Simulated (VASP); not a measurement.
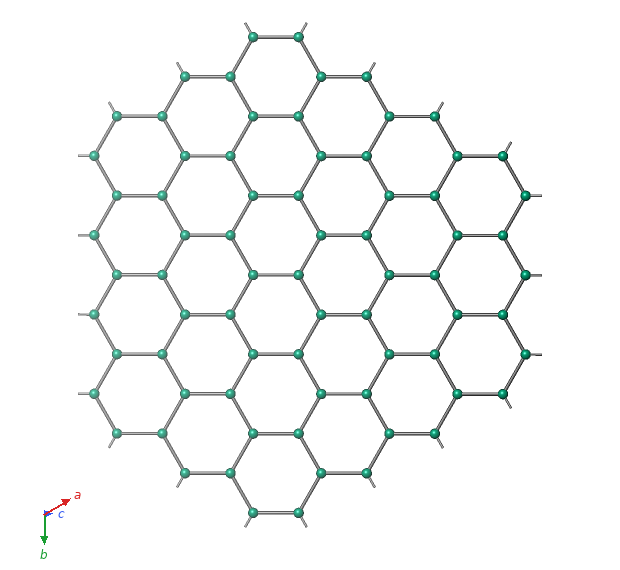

A cut-out of a periodic net derived from a crystal structure. Nodes are coloured by topological kind. One layer is drawn. Short stubs are edges that leave the cut-out.

Question: Classify the net: periodicity, connectivity, name.

Answer: A uninodal 3-connected, two-periodic (layers) net. It is the hcb net, known from graphene.

Question: Give point symbol and coordination sequence.

Answer: 6^3, sequence 3, 6, 9, 12, 15, 18.

Where the net comes from. BN (space group R3m, No. 160): a cell listed in the Materials Project, as set up for an electronic-structure calculation. Bonds are taken as B–N below 1.6 Å; no other contact counts. The graph is simplified in the usual way: terminal and isolated atoms are pruned, two-connected atoms become edges. N and B are 3-connected nodes.
